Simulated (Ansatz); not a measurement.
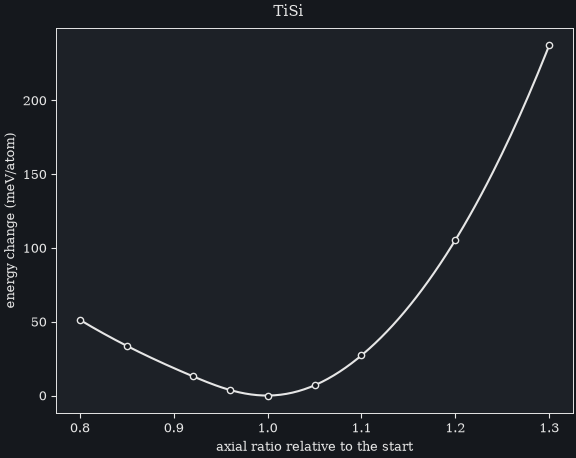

Energy change against relative axial ratio for TiSi, space group Cmmm (No. 65).

The energy change is 51 meV/atom at relative axial ratio 0.80 and 237 meV/atom at 1.30; the lowest computed point is at relative axial ratio 1.00 (0 meV/atom), and no other minimum shows.

Computed with Ansatz 0.2.0: deformation of a crystal at fixed volume, lengths along the axis scaled against those across it, fractional coordinates fixed, by plane-wave density functional theory with PAW datasets, free energies less that of the undisturbed cell; scalar-relativistic. Level: PBEsol, no spin polarisation.

- wave cutoff: 420 eV
- k mesh: 18×24×24
- occupations: Gaussian
- smearing width: 0.15 eV
- k shift: (0, 0, 0) (mesh steps)
- start: relaxed
- path: axial
- axis direction: (0, 0, 1) (Cartesian unit vector)

The given structure:
```
CELL_PARAMETERS angstrom
3.79316 0.00000 0.00000
0.00000 1.80285 2.06599
0.00000 -1.80285 2.06599
ATOMIC_POSITIONS crystal
Ti 0.00000 0.05073 0.05073
Si 0.50000 0.55077 0.55077
```

Keep in mind: shape and atomic fractions are frozen while scaling, which makes layered, chain and framework solids too stiff.
